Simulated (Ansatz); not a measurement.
**Al₃₂H: geometry relaxation (part 1 of 2)**

System: Al₃₂H (defect cell, 33 atoms in the cell).
Method: DFT PBE-D3(BJ), scalar-relativistic, plane waves, PAW, no spin polarisation (Ansatz 0.2.0).

It belongs to a series of runs on one base structure; here: end point B relaxed.

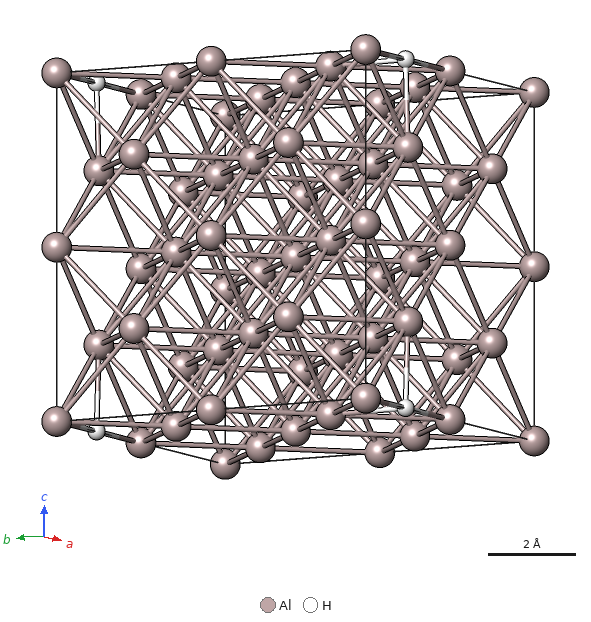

Figure 1. The starting structure (ball-and-stick view of the cell of the calculation, seen at an oblique angle).

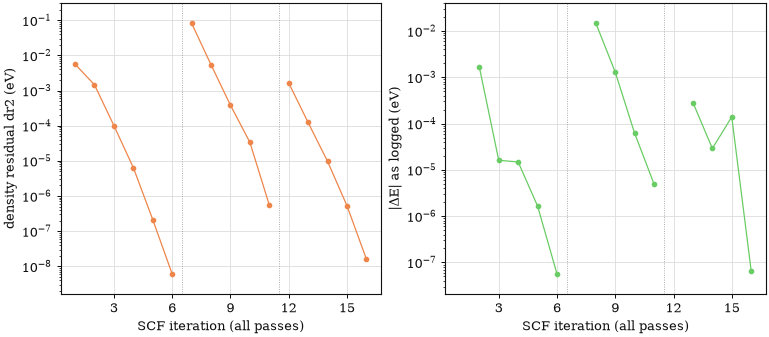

Figure 2. Convergence of the self-consistent field: density residual dr2 and size of the energy change against the SCF iteration. The dotted lines part the SCF passes of the relaxation: geometry steps, rejected trials and re-solves on a re-selected basis. The passes take 6, 5 and 5 iterations.

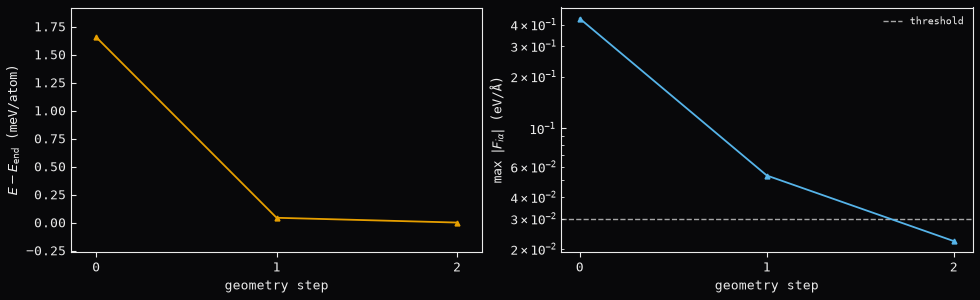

Figure 3. Progress of the relaxation, step by step (the first geometry is step 0 here and step 1 in the log).

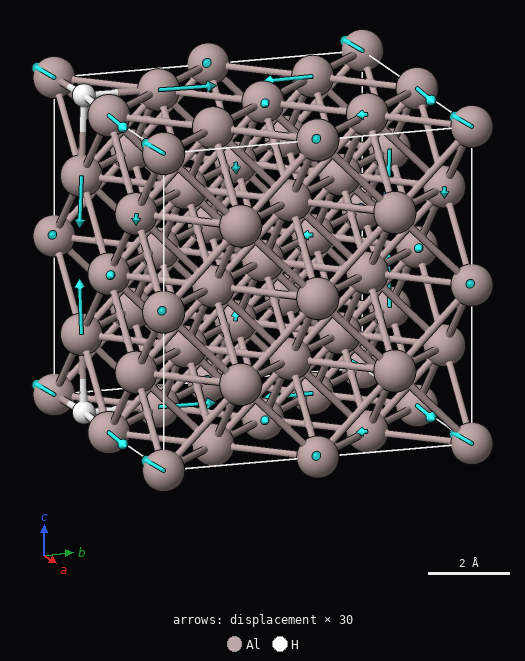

Figure 4. The starting structure with the displacements as teal arrows, magnified 30 times (ball-and-stick view of the cell of the calculation, seen slightly off an axis). After 2 geometry steps the energy has fallen by 1.7 meV per atom. Largest force component: 0.43 eV/Å at the start, 0.022 eV/Å at the end. Al5 moves most: 0.051 Å. Largest moves by element: Al 0.051 Å, H 0.006 Å. The lattice vectors keep their values. Among the contacts that change: Al5–Al8 2.864 → 2.936 Å, Al15–Al23 2.864 → 2.926 Å, Al5–H33 1.964 → 2.021 Å, Al8–H33 2.000 → 2.051 Å. (Atoms are counted from 1 in the order of the input.)

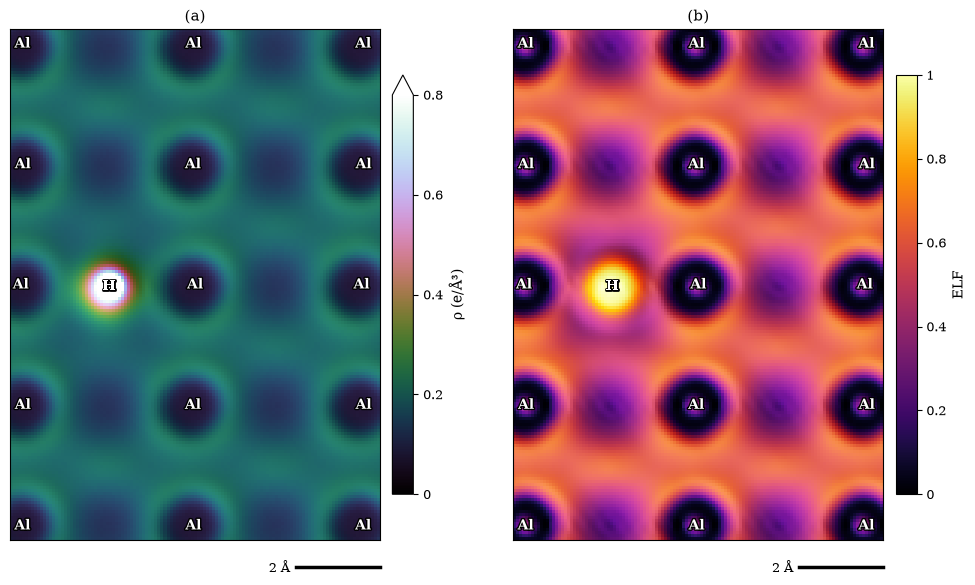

Figure 5. (a) valence pseudo-density; (b) ELF on the (110) plane of the calculation cell. The section cuts through Al and H sites. Al–Al (2.86 Å): the density is about 0.2 e/Å³ at the midpoint; the ELF peaks at about 0.65 between the atoms. Al–Al (2.86 Å): ρ at the midpoint is about 0.2 e/Å³; the ELF peaks at about 0.65 between the atoms. Away from the nuclei the density in this plane falls to 0.11 e/Å³ at its lowest. Core electrons are frozen (PAW), so the fields are smoothed inside the atomic spheres.

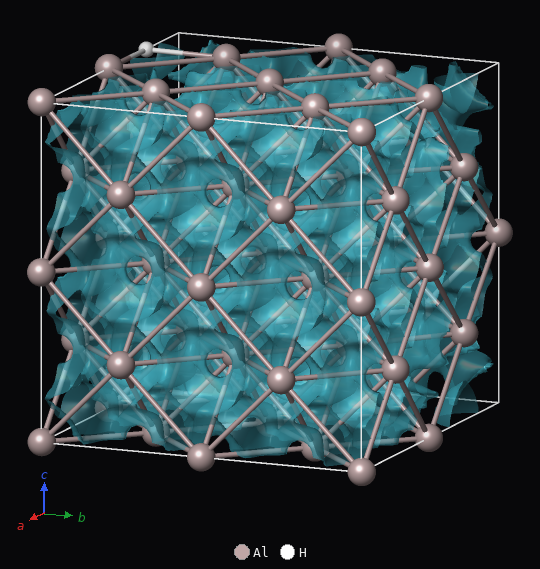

Figure 6. Isosurface of the electron localisation function at 0.55 (cyan), seen slightly off an axis. Only the valence region is drawn (cores and ρ < 0.01 e/Å³ removed). Sticks mark near contacts. The outline is the calculation cell. The ELF exceeds this value in one region around a hydrogen nucleus and one network that runs through the whole crystal, counted in one cell of 33 atoms.  Values along the shortest contacts: Al–Al (2.84 Å): the ELF peaks at about 0.65 between the atoms.

The input that produced these results follows, with the program's output.

### Input file
```yaml
crystal:
  lattice:
    - [8.1, 0.0, 0.0]
    - [0.0, 8.1, 0.0]
    - [0.0, 0.0, 8.1]
  atoms:
    - { symbol: Al, position: [0.5, 0.0, 0.0] }
    - { symbol: Al, position: [0.75, 0.25, 0.0] }
    - { symbol: Al, position: [0.75, 0.0, 0.25] }
    - { symbol: Al, position: [0.0, 0.0, 0.0] }
    - { symbol: Al, position: [0.25, 0.25, 0.0] }
    - { symbol: Al, position: [0.5, 0.5, 0.0] }
    - { symbol: Al, position: [0.75, 0.75, 0.0] }
    - { symbol: Al, position: [0.25, 0.0, 0.25] }
    - { symbol: Al, position: [0.5, 0.25, 0.25] }
    - { symbol: Al, position: [0.75, 0.5, 0.25] }
    - { symbol: Al, position: [0.5, 0.0, 0.5] }
    - { symbol: Al, position: [0.75, 0.25, 0.5] }
    - { symbol: Al, position: [0.75, 0.0, 0.75] }
    - { symbol: Al, position: [0.0, 0.5, 0.0] }
    - { symbol: Al, position: [0.25, 0.75, 0.0] }
    - { symbol: Al, position: [0.0, 0.25, 0.25] }
    - { symbol: Al, position: [0.25, 0.5, 0.25] }
    - { symbol: Al, position: [0.5, 0.75, 0.25] }
    - { symbol: Al, position: [0.0, 0.0, 0.5] }
    - { symbol: Al, position: [0.25, 0.25, 0.5] }
    - { symbol: Al, position: [0.5, 0.5, 0.5] }
    - { symbol: Al, position: [0.75, 0.75, 0.5] }
    - { symbol: Al, position: [0.25, 0.0, 0.75] }
    - { symbol: Al, position: [0.5, 0.25, 0.75] }
    - { symbol: Al, position: [0.75, 0.5, 0.75] }
    - { symbol: Al, position: [0.0, 0.75, 0.25] }
    - { symbol: Al, position: [0.0, 0.5, 0.5] }
    - { symbol: Al, position: [0.25, 0.75, 0.5] }
    - { symbol: Al, position: [0.0, 0.25, 0.75] }
    - { symbol: Al, position: [0.25, 0.5, 0.75] }
    - { symbol: Al, position: [0.5, 0.75, 0.75] }
    - { symbol: Al, position: [0.0, 0.75, 0.75] }
    - { symbol: H, position: [0.25029194, 0.00757032, 1.00316236] }
basis:
  ecutwfc: 420.0
kpoints:
  mp_grid: { grid: [3, 3, 3] }
hamiltonian:
  xc: pbe
  dispersion: d3bj
scf:
  occupations: { method: fermi_dirac, width: 0.05 }
  lower_state_search: "off"
relax:
  f_tol: 0.03
  max_steps: 60
  adjacent_minimum: "off"
output:
  write_density: true
  write_potential: true
  elf: true
  volumetric_format: npy
```

Command:
```bash
ansatz run input.yaml --threads 4 --pin off --max-ram 10240MiB --backend cpu --events-out ev --progress --plain --runs-dir out
```

### Log
```
Engine: ansatz 0.2.0, x86_64-unknown-linux-gnu
Pseudopotentials: kind: paw
Pseudopotential: Al, paw, valence charge 3, recommended cutoff 420 eV (normal), Al.paw.azcp
Pseudopotential: H, paw, valence charge 1, recommended cutoff 420 eV (normal), H.paw.azcp
Functional definition: PBE
  parameter kappa = 0.804
  parameter beta = 0.06672455060314922
  exchange = pbe_x(kappa = kappa, mu = beta*pi^2/3)
  correlation = pbe_c(beta = beta)
Crystal: 33 atoms, lattice volume = 531.441 Å³
Basis set: ecut = 420 eV, 10395 PW (Γ), exchange–correlation on 120×120×120 points (8 copies of the dense FFT grid, shifted against one another)
Bands: 82, of which v1, the nominal top of the filled ones, is band 49 counted from 1 (48 counted from 0)
Symmetry: 1 space group operations
Space group: P1 (ITA 1), of the structure as read, at distance tolerance 8.1e-5 Å
k-points: 14 of 27 (time reversal used)
Non-local potential: Al, projectors of the file, l = 0: 2, l = 1: 2, l = 2: 1
Non-local potential: H, projectors of the file, l = 0: 2, l = 1: 1
PAW form: soft (Blöchl's): semilocal exchange-correlation on the pseudo side does not see the compensation charge
PAW one-centre angular grid: Al, 110 points (default); XC on 64 Gauss nodes
PAW one-centre angular grid: H, 110 points (default); XC on 64 Gauss nodes
Initial density: superposition of atomic densities (neutral atoms: chi_scale 0, normalization atom), corrected by the library's trained network
Initial wavefunctions: pseudopotential atomic-orbital guess
Functional: x = pbe(κ = 0.804, μ = 0.2195149727645171), c = pbe(β = 0.06672455060314922)
SCF iter   1: F=—  HF=-17226.743161 eV  |F-HF|=—  |Δ(HF+E_count)|=         —  Δρ=8.56e-4  dr2=5.63e-3  ethr=1.77e-3  ⟨swp⟩=5.0  Hψ=4833  notcnv=0  defer=118
preconditioner: auto → Resta (q_TF=auto, 2.055 Å⁻¹)  ε∞=6.3  [insulator: Δε(μ)=0.264 eV  Ē_g=6.890 eV  σ=0.050 eV  W_gap=0.87  n_scr=80 (ndim 8)  ℏωp=15.9 eV  f_vac=0.000  D(μ)=4.26/eV (n_scr^D=18)  ε∞_Penn≈6.3]
SCF iter   2: F=—  HF=-17226.744835 eV  |F-HF|=—  |Δ(HF+E_count)|=   1.67e-3  Δρ=4.57e-4  dr2=1.46e-3  ethr=5.80e-6  ⟨swp⟩=2.4  Hψ=1839  notcnv=0  defer=181
SCF iter   3: F=—  HF=-17226.744819 eV  |F-HF|=—  |Δ(HF+E_count)|=   1.61e-5  Δρ=7.10e-5  dr2=1.01e-4  ethr=1.50e-6  ⟨swp⟩=2.1  Hψ=1522  notcnv=0  defer=181
iter 4 did not close the SCF: its close was put off for the readings that it lacked (scf_convergence_deferred on its scf_iter line)
SCF iter   4: F=-17226.744801 eV  HF=-17226.744805 eV  |F-HF|=3.49e-6  |Δ(HF+E_count)|=   1.48e-5  Δρ=2.97e-5  dr2=6.42e-6  ethr=1.04e-7  ⟨swp⟩=1.9  Hψ=1082  notcnv=0  defer=181
iter 5 did not close the SCF: its close was put off for the readings that it lacked (scf_convergence_deferred on its scf_iter line)
SCF iter   5: F=-17226.744803 eV  HF=-17226.744803 eV  |F-HF|=1.66e-7  |Δ(HF+E_count)|=   1.65e-6  Δρ=3.89e-6  dr2=2.14e-7  ethr=6.62e-9  ⟨swp⟩=2.9  Hψ=1496  notcnv=0  defer=181
SCF iter   6: F=-17226.744803 eV  HF=-17226.744803 eV  |F-HF|=3.64e-9  |Δ(HF+E_count)|=   5.64e-8  Δρ=9.08e-7  dr2=6.08e-9  ethr=2.20e-10  ⟨swp⟩=5.6  Hψ=5395  notcnv=0
SCF 1 converged in 6 iterations: F = -17226.744803 eV  dr2 = 6.08e-9
  greatest PAW one-centre occupation: 0.453 electrons in one spin orbital (limit 2), on the Al atom at site 14 (counted from 0), in its partial waves of l = 0
relax step   1: F+E_penalty+E_count = -17226.74480291 eV  Δ(F+E_penalty+E_count) = +0.000e0 eV  max|allowed force component| = 4.337e-1 eV/Å  Δτ_max = 0.0000 Å  (6 SCF iters, dr2 threshold 2.25e-5 eV, accepted)
Initial density: handed on by an earlier stage of this run
Initial wavefunctions: those handed on with the density
iter 1 solved again at ethr=8.96e-5 eV; its pass at ethr=3.10e-3 eV (dr2=8.70e-2 eV) is discarded
SCF iter   1: F=—  HF=-17226.814229 eV  |F-HF|=—  |Δ(HF+E_count)|=         —  Δρ=1.68e-3  dr2=8.29e-2  ethr=8.96e-5  ⟨swp⟩=1.1  Hψ=3605  notcnv=0  defer=262
preconditioner: auto → Resta (q_TF=auto, 2.055 Å⁻¹)  ε∞=6.3  [insulator: Δε(μ)=0.269 eV  Ē_g=6.887 eV  σ=0.050 eV  W_gap=0.87  n_scr=80 (ndim 8)  ℏωp=15.9 eV  f_vac=0.000  D(μ)=4.07/eV (n_scr^D=18)  ε∞_Penn≈6.3]
SCF iter   2: F=—  HF=-17226.799391 eV  |F-HF|=—  |Δ(HF+E_count)|=   1.48e-2  Δρ=5.94e-4  dr2=5.45e-3  ethr=8.54e-5  ⟨swp⟩=2.0  Hψ=1132  notcnv=0  defer=262
SCF iter   3: F=—  HF=-17226.798097 eV  |F-HF|=—  |Δ(HF+E_count)|=   1.29e-3  Δρ=2.23e-4  dr2=3.86e-4  ethr=5.62e-6  ⟨swp⟩=2.2  Hψ=1385  notcnv=0  defer=262
SCF iter   4: F=—  HF=-17226.798036 eV  |F-HF|=—  |Δ(HF+E_count)|=   6.15e-5  Δρ=7.90e-5  dr2=3.40e-5  ethr=3.98e-7  ⟨swp⟩=2.7  Hψ=1603  notcnv=0  defer=262
SCF iter   5: F=-17226.798030 eV  HF=-17226.798031 eV  |F-HF|=1.90e-7  |Δ(HF+E_count)|=   4.91e-6  Δρ=9.68e-6  dr2=5.60e-7  ethr=1.21e-8  ⟨swp⟩=8.3  Hψ=5625  notcnv=0
SCF 2 converged in 5 iterations: F = -17226.798030 eV  dr2 = 5.60e-7
relax step   2: F+E_penalty+E_count = -17226.79803041 eV  Δ(F+E_penalty+E_count) = -5.323e-2 eV  max|allowed force component| = 5.339e-2 eV/Å  Δτ_max = 0.0548 Å  (5 SCF iters, dr2 threshold 1.18e-5 eV, accepted)
SCF iter   1: F=—  HF=-17226.799889 eV  |F-HF|=—  |Δ(HF+E_count)|=         —  Δρ=2.44e-4  dr2=1.66e-3  ethr=1.70e-5  ⟨swp⟩=2.8  Hψ=2355  notcnv=0  defer=274
preconditioner: auto → Resta (q_TF=auto, 2.055 Å⁻¹)  ε∞=6.3  [insulator: Δε(μ)=0.269 eV  Ē_g=6.888 eV  σ=0.050 eV  W_gap=0.87  n_scr=80 (ndim 8)  ℏωp=15.9 eV  f_vac=0.000  D(μ)=4.10/eV (n_scr^D=18)  ε∞_Penn≈6.3]
SCF iter   2: F=—  HF=-17226.799605 eV  |F-HF|=—  |Δ(HF+E_count)|=   2.85e-4  Δρ=1.02e-4  dr2=1.24e-4  ethr=1.71e-6  ⟨swp⟩=1.1  Hψ=1331  notcnv=0  defer=274
SCF iter   3: F=—  HF=-17226.799576 eV  |F-HF|=—  |Δ(HF+E_count)|=   2.90e-5  Δρ=3.80e-5  dr2=9.75e-6  ethr=1.28e-7  ⟨swp⟩=2.4  Hψ=1268  notcnv=0  defer=274
SCF iter   4: F=—  HF=-17226.799437 eV  |F-HF|=—  |Δ(HF+E_count)|=   1.39e-4  Δρ=1.05e-5  dr2=5.34e-7  ethr=1.01e-8  ⟨swp⟩=2.3  Hψ=1401  notcnv=0  defer=274
SCF iter   5: F=-17226.799437 eV  HF=-17226.799437 eV  |F-HF|=7.74e-9  |Δ(HF+E_count)|=   6.57e-8  Δρ=1.48e-6  dr2=1.63e-8  ethr=1.03e-10  ⟨swp⟩=7.2  Hψ=4895  notcnv=0
SCF 3 converged in 5 iterations: F = -17226.799437 eV  dr2 = 1.63e-8
relax step   3: F+E_penalty+E_count = -17226.79943688 eV  Δ(F+E_penalty+E_count) = -1.406e-3 eV  max|allowed force component| = 2.223e-2 eV/Å  Δτ_max = 0.0075 Å  (5 SCF iters, accepted)
NSCF: frozen V_eff on 14 k-points
the band table was solved once a step of the walk had ended and its energy, with any forces and stress, was formed, with the checks that follow a solve (6906 applications of the Hamiltonian). They found nothing against the state; the energy, forces and stress were not computed again (output.eigenvalues in the input reference)
SCF converged after 5 iterations
Free energy (F): -17226.799437 eV
Harris-Foulkes:  -17226.799437 eV  (|F-HF|=7.74e-9)
Internal energy: -17226.754615 eV  (E = F + TS)
E sigma→0 (E₀):  -17226.777026 eV
Entropy (-TS):   -0.044822 eV (-1.358 meV/atom)
Fermi energy:    7.809539 eV
--- Per-component energies (eV) ---
  E_band       = 335.179815
  E_kinetic    = 740.284867
  E_local      = 302.758451  (includes V_loc(G=0)·N_el)
  E_nonlocal   = 332.775554
  E_hartree    = 7.632326
  E_xc         = -1280.513028
  E_vxc        = -938.340218  (∫ρ·V_xc dr)
  E_paw        = -14955.034115  (= ΣΔE_a)
  E_vpaw       = -117.562326  (= ΣTr[D̂ρ^β])
  E_aug_tail   = -0.001153  (compensation charges beyond the density's cutoff)
  E_ewald      = -2363.821288
  E_disp       = -10.836231  (pairwise vdW)
  E_smearing   = -0.044822  (= −TS)
  E_closure    = 0.000000  (closes the sum)
  Σ components = -17226.799437   (vs F -17226.799437, Δ=0.00e0)
```
